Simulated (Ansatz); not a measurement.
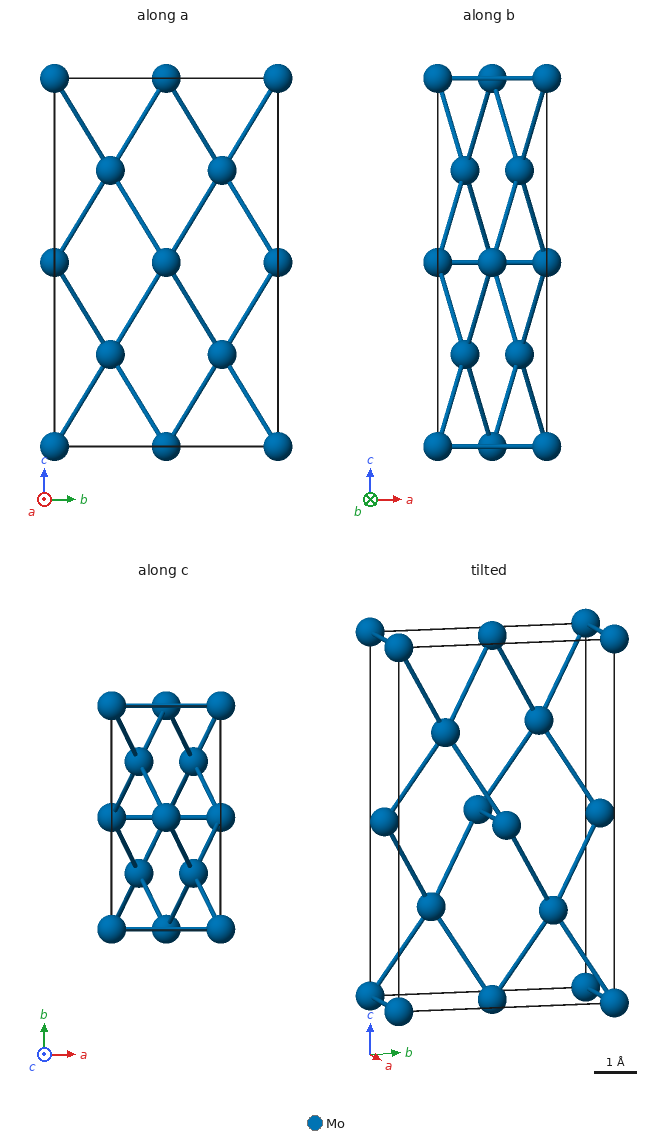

The figure gives a ball-and-stick picture of the atoms, viewed along the a axis, along the b axis, along the c axis and slightly off an axis. One conventional unit cell is framed, with atoms on its boundary repeated.

Lattice parameters: a = 2.607 Å, b = 5.340 Å, c = 8.798 Å, α = 90.00°, β = 90.00°, γ = 90.00°.

Set out the cell and atoms as a table of Wyckoff sites.

Answer. Space group Fddd:1 (No. 70).
| atom | site | x | y | z |
| --- | --- | --- | --- | --- |
| Mo | 8a | 0.2500 | 0.7500 | 0.7500 |

The initial geometry was a structure type filled with this element by a generator (whether the element takes this form wasn't checked). Earlier steps of the study may have refined or changed the cell and positions. Ansatz was used for an electronic-structure calculation on it.
